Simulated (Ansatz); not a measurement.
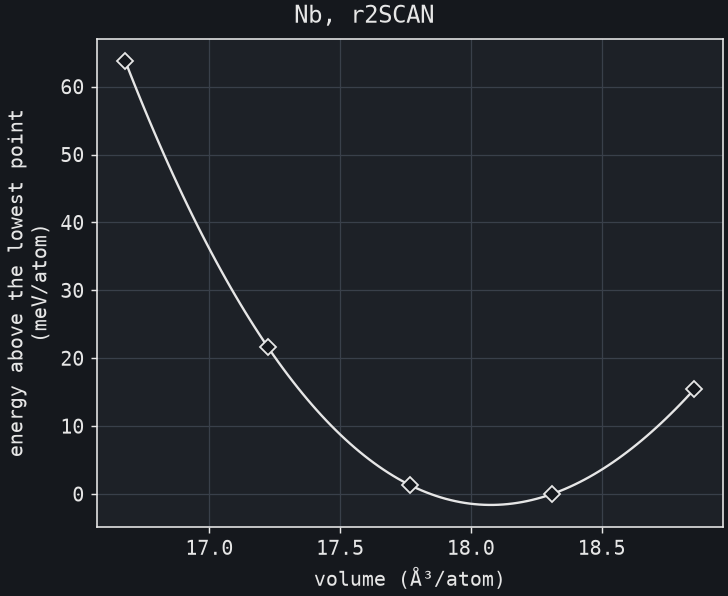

Calculation (Ansatz 0.2.0 development build): equation of state of a cubic crystal from periodic Kohn-Sham density functional theory without spin, third-order Birch-Murnaghan fit to the free energies; pressure corrected for the finite basis. Level: r2SCAN.

```csv
setting,value
structure type,bcc
atoms in cell,1
space group number,229
lattice centring,body-centred primitive
k mesh,14×14×14
occupation method,Fermi–Dirac
occupation width,0.1 eV
wave cutoff,708 eV
datasets,hand-made PAW
density tolerance,1e-09 eV
bands,11
density cutoff ratio,4
search for lower states,default
xc grid level,2
```

Caption: Energy above the lowest point against volume for Nb, space group Im-3m (No. 229) (one of a set of cubic test structures, which need not be the stable phase).

A third-order Birch–Murnaghan fit gives V0 = 18.08 Å³/atom, B0 = 173 GPa and B′ = 3.3. The energy above the lowest point is 63.7 meV/atom at volume 16.68 Å³/atom and 15.4 meV/atom at 18.85 Å³/atom; the lowest computed point is at volume 18.31 Å³/atom (0.0 meV/atom).

Note: modest k-mesh, values are not fully converged in k.
